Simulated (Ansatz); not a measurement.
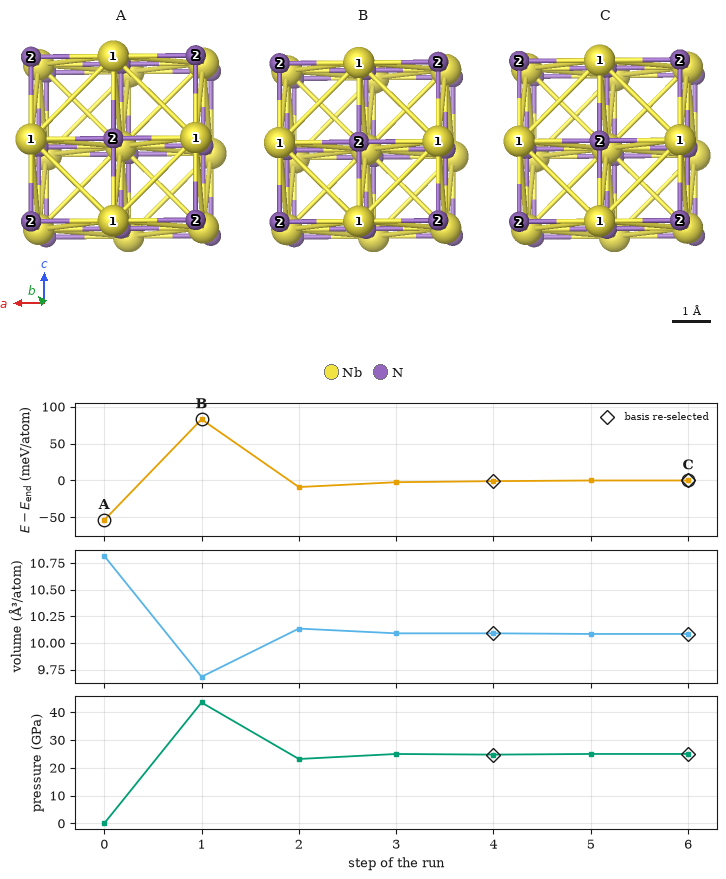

Frames of a relaxation of a crystal of NbN (set up in Fm-3m), marked on the history of the run. Style: ball-and-stick. Shown: the conventional cell (4 times the calculation's cell), from a free direction. Lengths and directions refer to the drawn axes.

Case: relaxed at 25 GPa.

Theory: DFT PBE, scalar-relativistic, plane waves, PAW in Ansatz 0.2.0. (plane-wave cutoff 420 eV; k-point mesh 16 × 16 × 16; occupations fermi dirac; smearing width 0.15 eV; target pressure 25 GPa; no spin polarisation; cell and atoms relaxed; force threshold 0.001 eV/Å; at most 60 steps)

What happens along the run?

Answer. The energy rises by 53.7 meV per atom in 4 accepted moves (6 points after the start). With the target pressure of 25 GPa, the enthalpy E + pV changes by −60.7 meV per atom. All forces vanish by symmetry, so only the cell relaxes. The pressure goes from 0.00 to 25.00 GPa. The SCF was repeated twice at an unchanged geometry on a basis and grid sized afresh for the cell, which shifted the energy by 1.4 meV per atom at most. No atom moves by more than 0.005 Å relative to the cell. The volume changes by −6.8 %, with a = b = c 4.423 → 4.321 Å (−2.3 %). Some distances before and after: Nb1–Nb1 3.128 → 3.055 Å, Nb1–N2 2.212 → 2.160 Å. The space group stays Fm-3m (No. 225). Cost: 26 s on 1 thread of Arm Neoverse V1, with other jobs on the host, peak memory 0.37 GiB. From step 0 to 1: volume −10.5 %, energy +137 meV per atom. From step 1 to 6: volume +4.2 %, energy −82.9 meV per atom.
